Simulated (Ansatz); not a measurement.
## Single-point calculation, with input and output: BaS

- system: BaS (2 atoms in the cell)
- method: DFT PBEsol, spin-orbit coupling, plane waves, PAW (Ansatz 0.2.0)

It belongs to a series of runs on one base structure; here: volume × 0.96, atoms carried along. Figures and captions count atoms from 1; the log counts them from 0 in places.

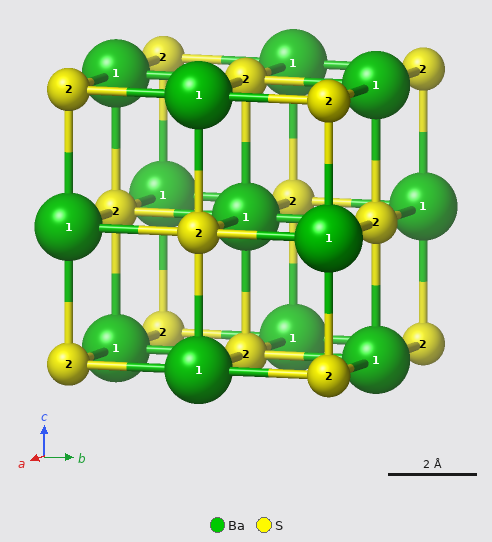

The structure as given in the input (ball-and-stick view of the cell 4 times as large as that of the calculation, set on its symmetry axes, seen slightly off an axis; atoms are numbered from 1 in the order of the input). Near neighbours in the crystal (not all of them lie inside the picture): Ba has 6 S at 3.15 Å; S has 6 Ba at 3.15 Å.

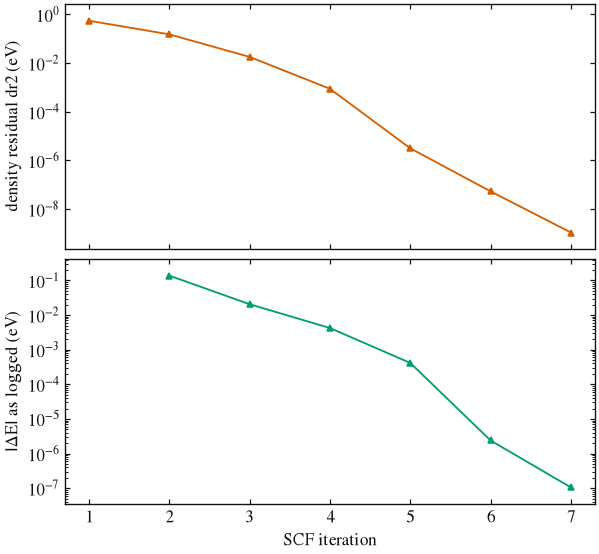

Convergence of the self-consistent field: density residual dr2 and size of the energy change against the SCF iteration. The residual falls at every step.

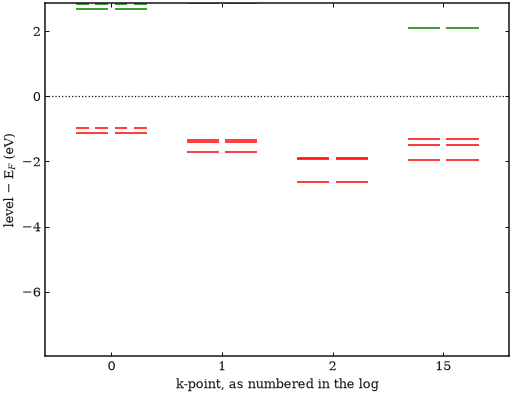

Kohn–Sham levels near the Fermi level (dotted) at the few k-points that the log prints; levels within 0.02 eV of each other stand side by side. Among these points the highest filled and lowest empty levels are 3.08 eV apart; the gap on the full mesh, 1.96 eV, has an edge at a point that isn't printed.

The input and output of the run follow.

**The input**
```yaml
crystal:
  lattice:
    - [0.0, 3.1505867388, 3.1505867388]
    - [3.1505867388, 0.0, 3.1505867388]
    - [3.1505867388, 3.1505867388, 0.0]
  atoms:
    - { symbol: Ba, position: [0.5, 0.5, 0.5] }
    - { symbol: S, position: [0.0, 0.0, 0.0] }
basis:
  ecutwfc: 420
  ecutrho_ratio: 4
kpoints:
  mp_grid: { grid: [6, 6, 6] }
hamiltonian:
  xc: pbesol
scf:
  occupations: { method: gaussian, width: 0.05 }
output:
  forces: true
  stress: true
  eigenvalues: true
  populations: true
  topological_invariants: true
magnetization:
  noncollinear: true
  spin_orbit: true
```

Command:
```bash
ansatz run input.yaml --threads 4 --pin off --max-ram 9216MiB --backend cpu --events-out ev --progress --plain --runs-dir out
```

**Output**
```
Engine: ansatz 0.2.0, aarch64-unknown-linux-gnu
Pseudopotentials: kind: paw_fr
Pseudopotential: Ba, paw_fr, valence charge 10, recommended cutoff 420 eV (normal), Ba.paw.azcp#standard-fr
Pseudopotential: S, paw_fr, valence charge 6, recommended cutoff 420 eV (normal), S.paw.azcp#standard-fr
Functional definition: PBEsol
  exchange = pbesol_x
  correlation = pbesol_c
non-collinear run that drives no moment, with spin-orbit: no starting moment large enough to seed its density (crystal.atoms[].spin), no starting occupations that ask for one, no magnetisation constraint and no magnetic field, so the semilocal B_xc is pinned to zero
Crystal: 2 atoms, lattice volume = 62.547 Å³
Basis set: ecut = 420 eV, 1243 PW (Γ), exchange–correlation on 60×60×60 points (8 copies of the dense FFT grid, shifted against one another)
Bands: 24, of which v1, the nominal top of the filled ones, is band 16 counted from 1 (15 counted from 0)
Symmetry: 48 space group operations + 48 with time reversal
Magnetic group: BNS 225.117 (UNI 1619), of the structure as read, at distance tolerance 4.0e-5 Å
k-points: 16 of 216
Projection manifold: j_resolved (fully-relativistic pseudo-atomic orbitals)
Non-local potential: Ba, projectors of the file, l = 0: 3, l = 1: 4, l = 2: 4, l = 3: 4
Non-local potential: S, projectors of the file, l = 0: 2, l = 1: 4, l = 2: 4
PAW form: soft (Blöchl's): semilocal exchange-correlation on the pseudo side does not see the compensation charge
PAW frozen core: Ba, regenerated for the run's functional, and the local potential with it (the file was generated under x = pbe(κ = 0.804, μ = 0.2195149727645171), c = pbe(β = 0.06672455060314922))
PAW frozen core: S, regenerated for the run's functional, and the local potential with it (the file was generated under x = pbe(κ = 0.804, μ = 0.2195149727645171), c = pbe(β = 0.06672455060314922))
PAW one-centre angular grid: Ba, 194 points (default); XC on 64 Gauss nodes
PAW one-centre angular grid: S, 110 points (default); XC on 64 Gauss nodes
Initial density: superposition of atomic densities (chi_scale 0.1, normalization cell, long waves kept (reshape's long-wave potential 0.00 eV rms))
Initial wavefunctions: pseudopotential atomic-orbital guess
Functional: x = pbesol(κ = 0.804, μ = 0.12345679012345678), c = pbesol(β = 0.046)
SCF iter   1: F=—  HF=-6756.624309 eV  |F-HF|=—  |Δ(HF+E_count)|=         —  Δρ=2.31e-2  dr2=5.53e-1  dr2_m=0.00e0 (ungated)  ethr=3.10e-3  |M|=0.00e0 ∫|m|=0.00e0 μB  |m|>n=0.0e0 m-floor=0.0e0 τ_xc=0.0e0  β_m=0.30  ⟨swp⟩=10.4  Hψ=1284  notcnv=0  defer=6
preconditioner: auto → none  [insulator: Δε(μ)=1.588 eV  Ē_g=11.947 eV  σ=0.050 eV  W_gap=1.00  n_scr=14 (ndim 8)  ℏωp=17.6 eV  f_vac=0.000  D(μ)=0.00/eV (n_scr^D=0)  ε∞_Penn≈3.2]
SCF iter   2: F=—  HF=-6756.485865 eV  |F-HF|=—  |Δ(HF+E_count)|=   1.38e-1  Δρ=1.26e-2  dr2=1.52e-1  dr2_m=0.00e0 (ungated)  ethr=3.10e-3  |M|=0.00e0 ∫|m|=0.00e0 μB  |m|>n=0.0e0 m-floor=0.0e0 τ_xc=0.0e0  β_m=0.43  ⟨swp⟩=3.7  Hψ=404  notcnv=0  defer=46
SCF iter   3: F=—  HF=-6756.465240 eV  |F-HF|=—  |Δ(HF+E_count)|=   2.06e-2  Δρ=5.07e-3  dr2=1.80e-2  dr2_m=0.00e0 (ungated)  ethr=9.49e-4  |M|=0.00e0 ∫|m|=0.00e0 μB  |m|>n=0.0e0 m-floor=0.0e0 τ_xc=0.0e0  β_m=0.50  ⟨swp⟩=3.4  Hψ=327  notcnv=0  defer=46
SCF iter   4: F=—  HF=-6756.469470 eV  |F-HF|=—  |Δ(HF+E_count)|=   4.23e-3  Δρ=1.16e-3  dr2=8.82e-4  dr2_m=0.00e0 (ungated)  ethr=1.13e-4  |M|=0.00e0 ∫|m|=0.00e0 μB  |m|>n=0.0e0 m-floor=0.0e0 τ_xc=0.0e0  β_m=0.61  ⟨swp⟩=2.8  Hψ=307  notcnv=0  defer=46
SCF iter   5: F=—  HF=-6756.469886 eV  |F-HF|=—  |Δ(HF+E_count)|=   4.16e-4  Δρ=1.07e-4  dr2=3.16e-6  dr2_m=0.00e0 (ungated)  ethr=5.52e-6  |M|=0.00e0 ∫|m|=0.00e0 μB  |m|>n=0.0e0 m-floor=0.0e0 τ_xc=0.0e0  β_m=0.80  ⟨swp⟩=3.0  Hψ=310  notcnv=0  defer=46
SCF iter   6: F=—  HF=-6756.469888 eV  |F-HF|=—  |Δ(HF+E_count)|=   2.40e-6  Δρ=1.05e-5  dr2=5.37e-8  dr2_m=0.00e0 (ungated)  ethr=6.25e-10  |M|=0.00e0 ∫|m|=0.00e0 μB  |m|>n=0.0e0 m-floor=0.0e0 τ_xc=0.0e0  β_m=0.89  ⟨swp⟩=10.5  Hψ=1387  notcnv=0
SCF iter   7: F=-6756.469888 eV  HF=-6756.469888 eV  |F-HF|=2.47e-10  |Δ(HF+E_count)|=   1.06e-7  Δρ=1.01e-6  dr2=1.09e-9  dr2_m=0.00e0 (ungated)  ethr=3.35e-10  |M|=0.00e0 ∫|m|=0.00e0 μB  |m|>n=0.0e0 m-floor=0.0e0 τ_xc=0.0e0  ⟨swp⟩=2.5  Hψ=680  notcnv=0
Converged-ψ floor refinement (derivative, response, wavefunction or occupation consumer): ⟨swp⟩=7.4  Hψ=2076  notcnv=0
SCF 1 converged in 7 iterations: F = -6756.469888 eV  dr2 = 1.09e-9
  greatest PAW one-centre occupation: 0.955 electrons in one spin orbital (limit 2), on the Ba atom at site 0 (counted from 0), in its partial waves of l = 0
NSCF: frozen V_eff on 28 k-points
SCF converged after 7 iterations
Magnetization: |M| = 0.0000 μB,  M = (+0.0000, +0.0000, +0.0000) μB
Absolute magnetization: 0.0000 μB (∫|m|)
  site 0: m = (+0.0000, +0.0000, +0.0000) μB, |m| = 0.0000 μB  (R = 1.30 Å)
  site 1: m = (+0.0000, +0.0000, +0.0000) μB, |m| = 0.0000 μB  (R = 1.30 Å)
Free energy (F): -6756.469888 eV
Harris-Foulkes:  -6756.469888 eV  (|F-HF|=2.47e-10)
Internal energy: -6756.469888 eV  (E = F + TS)
E sigma→0 (E₀):  -6756.469888 eV
Fermi energy:    7.098758 eV
--- Per-component energies (eV) ---
  E_band       = -45.810227
  E_kinetic    = 277.076155
  E_local      = -387.520907  (includes V_loc(G=0)·N_el)
  E_nonlocal   = 86.770204
  E_hartree    = 122.410860
  E_xc         = -264.375113
  E_vxc        = -224.729212  (∫ρ·V_xc dr)
  E_paw        = -5729.159497  (= ΣΔE_a)
  E_vpaw       = -42.228001  (= ΣTr[D̂ρ^β])
  E_aug_tail   = -0.000000  (compensation charges beyond the density's cutoff)
  E_ewald      = -861.885880
  E_core_change = 0.214290  (= ΣΔE_core)
  E_smearing   = -0.000000  (= −TS)
  E_closure    = 0.000000  (closes the sum)
  Σ components = -6756.469888   (vs F -6756.469888, Δ=0.00e0)
--- Forces (eV/Å), atoms counted from 1 ---
  atom   1  Ba     0.00000000    -0.00000000    -0.00000000
  atom   2  S     -0.00000000     0.00000000     0.00000000
  max |Σ_I F_I| component: 1.91e-29 eV/Å
--- Stress (GPa, compression-positive) ---
        0.690241      -0.000000      -0.000000
        0.000000       0.690241       0.000000
       -0.000000       0.000000       0.690241
  P = ⅓ Tr σ = 0.6902 GPa (6.902 kbar)
--- Band table (eV; the first three rows and the last of 16) ---
  k-point 0: bands = ["-19.6720", "-19.6720", "-6.1764", "-6.1764", "-4.2694", "-4.2694", "-4.1132", "-4.1132", "-4.1132", "-4.1132", "5.9688", "5.9688", "6.1172", "6.1172", "6.1172", "6.1172", "9.7769", "9.7769", "9.9356", "9.9356", "9.9356", "9.9356", "10.0004", "10.0004"]
  k-point 1: bands = ["-19.6579", "-19.6579", "-6.2950", "-6.2950", "-4.7826", "-4.7826", "-4.1250", "-4.1250", "-3.4716", "-3.4716", "5.3890", "5.3890", "5.6906", "5.6906", "5.7567", "5.7567", "9.9467", "9.9467", "10.3495", "10.3495", "10.3849", "10.3849", "10.7811", "10.7811"]
  k-point 2: bands = ["-19.6295", "-19.6295", "-6.5439", "-6.5439", "-5.0871", "-5.0871", "-4.1481", "-4.1481", "-2.8936", "-2.8936", "4.4542", "4.4542", "5.1624", "5.1624", "5.2053", "5.2053", "10.4610", "10.4610", "11.4615", "11.4615", "11.4906", "11.4906", "12.2716", "12.2716"]
  k-point 15: bands = ["-19.5982", "-19.5982", "-6.4899", "-6.4899", "-4.9023", "-4.9023", "-4.5699", "-4.5699", "-3.5101", "-3.5101", "5.1575", "5.1575", "5.6023", "5.6023", "5.7945", "5.7945", "9.1973", "9.1973", "11.5741", "11.5741", "12.4703", "12.4703", "13.2468", "13.2468"]
--- Löwdin populations: 2 sites ---
  site symbol       q [e]
     0     Ba      8.4054
     1      S      7.2938
  spilling = 0.018802 (of n_electrons = 16.000000)
--- Topological invariants of the lowest 16 bands, as many as the electrons (of this functional, at the state reached) ---
  Z2 = 0;(000), z4 = 0
  bands 16 and 17 are separated throughout the zone, as estimated from the states at the SCF's k-points
  smallest direct gap kept (no minimum is searched for): 2.0019 eV, known to 1.5e-4 eV, at k = (0.0000, -0.5000, -0.5000) in reciprocal vectors
  plane       ν
  k1 = 0      0
  k1 = 1/2    0
  k2 = 0      0
  k2 = 1/2    0
  k3 = 0      0
  k3 = 1/2    0
```

**File populations.tsv**
```
# site	symbol	l	j	q
# orbitals = lowdin
# n_electrons = 16.000000
# spilling = 0.018802
0	Ba	0_5S	0.5	1.966008
0	Ba	0_6S	0.5	0.464286
0	Ba	1_5P	0.5	1.993228
0	Ba	1_5P	1.5	3.981841
1	S	0_3S	0.5	1.852566
1	S	1_3P	0.5	1.819570
1	S	1_3P	1.5	3.621677
```

**Summary**

```csv
quantity,value
outcome,converged
space group (tolerance 0.01 Å),Fm-3m (225)
electrons treated,16
free energy,−6756.4699 eV
Fermi energy,7.099 eV
gap on the k-point mesh,1.96 eV
net moment of the cell,0.00 μB
integrated absolute moment,0.00 μB
pressure,0.69 GPa
largest force (length of the vector),under 0.001 eV/Å
hardware,"4 threads of Arm Neoverse V1, 24 GiB of memory available, shared host"
wall time,18 s (CPU time 65 s)
peak memory,0.66 GiB
```
